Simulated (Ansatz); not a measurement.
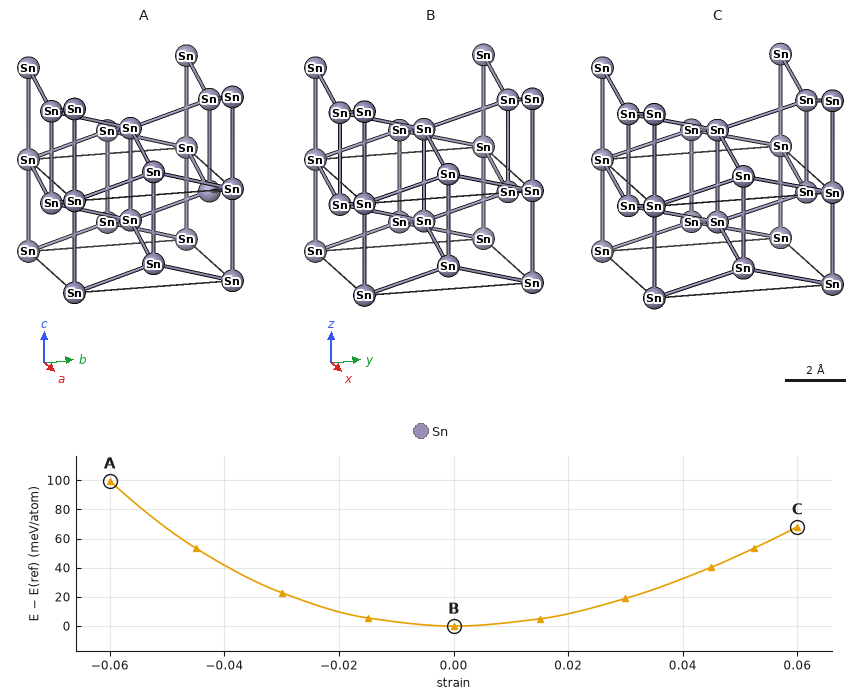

Energy scan for a crystal of Sn (I4_1/amd), in which the cell is strained equally along x and y, with the atoms kept at their fractional coordinates. x, y and z are the Cartesian axes of the input. The lettered frames are marked on the plot. Style: ball-and-stick. Shown: the conventional cell (2 times the calculation's cell), repeated 1 × 1 × 2 with one cell outlined, slightly off an axis. Lengths and directions refer to the drawn axes.

Theory: Ansatz, DFT r2SCAN, scalar-relativistic, plane waves, PAW. (plane-wave cutoff 500 eV; k-point mesh 16 × 16 × 16; occupations gaussian; smearing width 0.15 eV; no spin polarisation). Energies (free energies at the smearing named) are counted from the cell as listed in its source, which wasn't relaxed.

Question: Read off the main features of the energy profile.

Answer: Of the computed points the lowest is at the strain 0.00, 0.0 meV/atom. At the ends of the scan the energy is 99.6 meV/atom (−0.06) and 68.1 meV/atom (0.06). The curvature at zero strain, (1/V) d²E/dε², is about 270 GPa; it is C₁₁ + C₂₂ + 2C₁₂ with clamped ions. The distortion keeps the space group I4_1/amd. At the strain −0.06 the cell of the drawing goes a 5.880 → 5.527 Å, b 5.880 → 5.527 Å.
